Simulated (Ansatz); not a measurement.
A series of calculations on Sb

### Relaxation

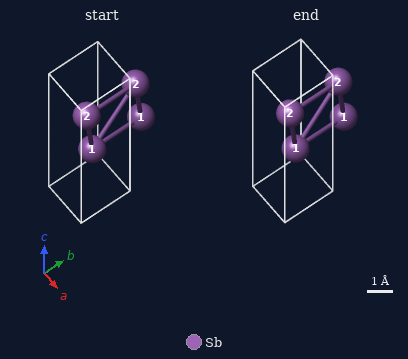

The structure of crystalline Sb (set up in P6_3/mmc) before (left) and after (right) a relaxation, at one scale.

A ball-and-stick model of the cell of the calculation, repeated 1 × 2 × 1 with one cell outlined, seen from a free direction.

Method: Ansatz, DFT PBEsol, scalar-relativistic, plane waves, PAW. Set-up: plane-wave cutoff 420 eV; k-point mesh 12 × 12 × 8; occupations gaussian; smearing width 0.1 eV; no spin polarisation; cell and atoms relaxed; force threshold 0.005 eV/Å; at most 80 steps.

Describe what moved and what it gained.

The atoms keep their places relative to the cell (all moves are under 0.005 Å). Cell: a = b 3.369 → 3.323 Å (−1.4 %), c 5.330 → 5.468 Å (+2.6 %). Volume −0.2 %. Some distances before and after: Sb1–Sb1 3.369 → 3.323 Å, Sb1–Sb2 3.299 → 3.340 Å. The space group stays P6_3/mmc (No. 194). After 4 accepted moves (5 points after the start) the energy has fallen by 14.1 meV per cell of the calculation. All forces vanish by symmetry, so only the cell relaxes. Pressure: −0.21 GPa at the start and −0.01 GPa at the end. At 1 point the geometry stayed and the basis and grid were re-selected for the new cell (energy shift of 0.1 meV per cell of the calculation at most each time).

### Dynamics

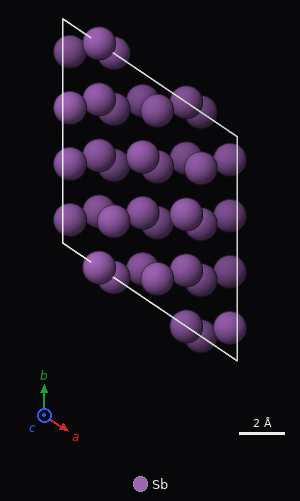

Starting frame of a dynamics run of a 32-atom cell of Sb (set up in P6_3/mmc). The picture is a spheres-only view of the reduced simulation cell, seen along the c axis. Lengths and directions refer to the drawn axes.

Theory: DFT PBEsol, scalar-relativistic, plane waves, PAW in Ansatz 0.2.0.

Input
```yaml
crystal:
  lattice:
    - [6.6450213104, -5.7547572634, 5.4677412939]
    - [-6.6450213104, 5.7547572634, 5.4677412939]
    - [-6.6450213103, -5.7547572635, -5.4677412939]
  atoms:
    - { symbol: Sb, position: [0.2083333333, 0.75, 0.7083333333] }
    - { symbol: Sb, position: [0.9583333333, 0.875, 0.5833333333] }
    - { symbol: Sb, position: [0.7083333333, 0.25, 0.7083333333] }
    - { symbol: Sb, position: [0.4583333333, 0.375, 0.5833333333] }
    - { symbol: Sb, position: [0.2083333333, 0.5, 0.4583333333] }
    - { symbol: Sb, position: [0.7083333333, 0.0, 0.4583333333] }
    - { symbol: Sb, position: [0.9583333333, 0.625, 0.3333333333] }
    - { symbol: Sb, position: [0.4583333333, 0.125, 0.3333333333] }
    - { symbol: Sb, position: [0.2083333333, 0.25, 0.2083333333] }
    - { symbol: Sb, position: [0.7083333333, 0.75, 0.2083333333] }
    - { symbol: Sb, position: [0.9583333333, 0.375, 0.0833333333] }
    - { symbol: Sb, position: [0.4583333333, 0.875, 0.0833333333] }
    - { symbol: Sb, position: [0.2083333333, 0.0, 0.9583333333] }
    - { symbol: Sb, position: [0.7083333333, 0.5, 0.9583333333] }
    - { symbol: Sb, position: [0.9583333333, 0.125, 0.8333333333] }
    - { symbol: Sb, position: [0.4583333333, 0.625, 0.8333333333] }
    - { symbol: Sb, position: [0.5416666667, 0.875, 0.6666666667] }
    - { symbol: Sb, position: [0.2916666667, 0.0, 0.5416666667] }
    - { symbol: Sb, position: [0.0416666667, 0.375, 0.6666666667] }
    - { symbol: Sb, position: [0.7916666667, 0.5, 0.5416666667] }
    - { symbol: Sb, position: [0.5416666667, 0.625, 0.4166666667] }
    - { symbol: Sb, position: [0.0416666667, 0.125, 0.4166666667] }
    - { symbol: Sb, position: [0.2916666667, 0.75, 0.2916666667] }
    - { symbol: Sb, position: [0.7916666667, 0.25, 0.2916666667] }
    - { symbol: Sb, position: [0.5416666667, 0.375, 0.1666666667] }
    - { symbol: Sb, position: [0.0416666667, 0.875, 0.1666666667] }
    - { symbol: Sb, position: [0.2916666667, 0.5, 0.0416666667] }
    - { symbol: Sb, position: [0.7916666667, 0.0, 0.0416666667] }
    - { symbol: Sb, position: [0.5416666667, 0.125, 0.9166666667] }
    - { symbol: Sb, position: [0.0416666667, 0.625, 0.9166666667] }
    - { symbol: Sb, position: [0.2916666667, 0.25, 0.7916666667] }
    - { symbol: Sb, position: [0.7916666667, 0.75, 0.7916666667] }
basis:
  ecutwfc: 420
kpoints:
  mp_grid: { grid: [2, 2, 2], shift: [0.5, 0.5, 0.5] }
hamiltonian:
  xc: pbesol
scf:
  occupations: { method: fermi_dirac, width: 0.05 }
  lower_state_search: "off"
  convergence: { dr2_threshold: 1.0e-07 }
output:
  forces: true
  stress: true
md:
  timestep: 3.0
  n_steps: 35
  ensemble: nvt_langevin
  temperature: 150.0
  initial_velocities: maxwell_boltzmann
  seed: 39671
  friction: 0.02
```

Command:
```bash
ansatz run input.yaml --threads 4 --pin off --max-ram 9216MiB --backend cpu --events-out ev --progress --plain --runs-dir out
```

### Predict how the run goes.

The mean temperature in the second half is 160 K (standard deviation 16 K). The potential energy in the second half lies on average 5.9 meV per atom above the first frame. The mean pressure there is 0.8 GPa. Root-mean-square distances from the starting positions over the second half, with the common drift of all atoms taken out: Sb 0.12 Å. The run lasts only 105 fs, too short to tell vibration from diffusion.

Along the run (each row but the first and the last is the mean over the interval that it begins):

```
time (fs)  potential energy (meV/atom)  T (K)  p (GPa)
      0.0                          0.0    145      0.2
     12.0                          0.5    157      0.3
     24.0                          1.3    171      0.4
     36.0                          2.3    172      0.5
     48.0                          3.3    181      0.6
     60.0                          4.8    177      0.7
     72.0                          6.1    157      0.8
     84.0                          6.8    142      0.9
     96.0                          7.2    151      1.0
```

The paths of the atoms, magnified 3 times:

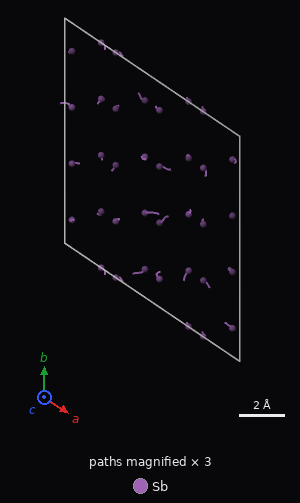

### Dynamics

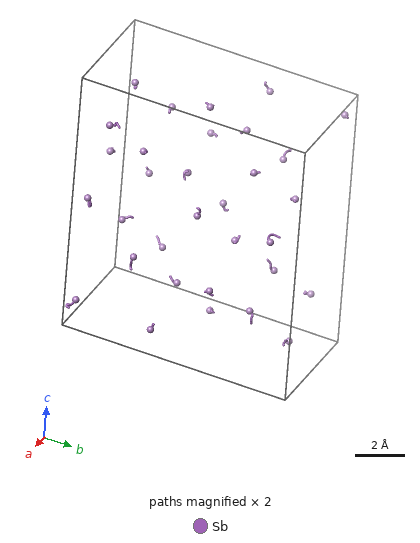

First-principles dynamics of a 32-atom cell of Sb, 123 fs long. It starts from the last geometry of an earlier run, with fresh velocities. Dots mark each atom's position at evenly spaced times, in the colour of its element; spheres stand at the starting positions. The excursions are magnified 2 times. Seen slightly off an axis in the reduced simulation cell.

The calculation used DFT PBEsol, scalar-relativistic, plane waves, PAW in Ansatz. Run with plane-wave cutoff 420 eV; k-point mesh 2 × 2 × 2; Fermi-Dirac smearing 0.05 eV; Langevin thermostat (NVT); set temperature 450 K; time step 3 fs; friction 0.02 per fs.

The input:
```yaml
crystal:
  lattice:
    - [6.6450213104, -5.7547572634, 5.4677412939]
    - [-6.6450213104, 5.7547572634, 5.4677412939]
    - [-6.6450213103, -5.7547572635, -5.4677412939]
  atoms:
    - { symbol: Sb, position: [0.2044235833, 0.740066899, 0.7078077803] }
    - { symbol: Sb, position: [0.9654279637, 0.8723942597, 0.5917978438] }
    - { symbol: Sb, position: [0.7014708894, 0.2308260803, 0.7028487322] }
    - { symbol: Sb, position: [0.4871115599, 0.387733888, 0.6140089612] }
    - { symbol: Sb, position: [0.2129981528, 0.4950199948, 0.4578352953] }
    - { symbol: Sb, position: [0.7083529965, 0.005691549, 0.4472232849] }
    - { symbol: Sb, position: [0.9583713706, 0.622675563, 0.3173191099] }
    - { symbol: Sb, position: [0.4386241313, 0.1067446247, 0.3267357499] }
    - { symbol: Sb, position: [0.2032276843, 0.2437649511, 0.2009108556] }
    - { symbol: Sb, position: [0.7075267604, 0.7526153914, 0.2170306394] }
    - { symbol: Sb, position: [0.9587866061, 0.3788462898, 0.0870458997] }
    - { symbol: Sb, position: [0.4492203894, 0.8809378415, 0.0727957414] }
    - { symbol: Sb, position: [0.2184724418, -0.0047631417, 0.9693756632] }
    - { symbol: Sb, position: [0.7143650167, 0.5095792133, 0.9696736509] }
    - { symbol: Sb, position: [0.9468044067, 0.1263225908, 0.8342048551] }
    - { symbol: Sb, position: [0.4549844855, 0.6236269201, 0.8496395959] }
    - { symbol: Sb, position: [0.5386444336, 0.876838043, 0.6678342679] }
    - { symbol: Sb, position: [0.3077479448, 0.0029557277, 0.5413326877] }
    - { symbol: Sb, position: [0.0591108863, 0.3841310878, 0.6721983359] }
    - { symbol: Sb, position: [0.7949796491, 0.5082196842, 0.5479176794] }
    - { symbol: Sb, position: [0.5664473084, 0.6331762543, 0.433018416] }
    - { symbol: Sb, position: [0.0483722558, 0.1268498701, 0.4286236883] }
    - { symbol: Sb, position: [0.3006939034, 0.7591998472, 0.2874169084] }
    - { symbol: Sb, position: [0.8055849693, 0.2467752963, 0.3047761449] }
    - { symbol: Sb, position: [0.5617631178, 0.3946503888, 0.1876045674] }
    - { symbol: Sb, position: [0.0397211137, 0.8735454042, 0.1650542414] }
    - { symbol: Sb, position: [0.2884481683, 0.490613333, 0.0405519162] }
    - { symbol: Sb, position: [0.7940261741, 0.0078762651, 0.0563088454] }
    - { symbol: Sb, position: [0.5464832249, 0.1378267407, 0.9165887919] }
    - { symbol: Sb, position: [0.0223152197, 0.6199170327, 0.9036715248] }
    - { symbol: Sb, position: [0.297081014, 0.2553556333, 0.7946977023] }
    - { symbol: Sb, position: [0.7984287663, 0.7411742843, 0.7941309146] }
basis:
  ecutwfc: 420
kpoints:
  mp_grid: { grid: [2, 2, 2], shift: [0.5, 0.5, 0.5] }
hamiltonian:
  xc: pbesol
scf:
  occupations: { method: fermi_dirac, width: 0.05 }
  lower_state_search: "off"
  convergence: { dr2_threshold: 1.0e-07 }
output:
  forces: true
  stress: true
md:
  timestep: 3.0
  n_steps: 41
  ensemble: nvt_langevin
  temperature: 450.0
  initial_velocities: maxwell_boltzmann
  seed: 39672
  friction: 0.02
```

Launched with:
```bash
ansatz run input.yaml --threads 4 --pin off --max-ram 9216MiB --backend cpu --events-out ev --progress --plain --runs-dir out
```

**How do the atoms move?**

Root-mean-square distances from the starting positions over the second half, with the common drift of all atoms taken out: Sb 0.18 Å. The run lasts only 123 fs, too short to tell vibration from diffusion.
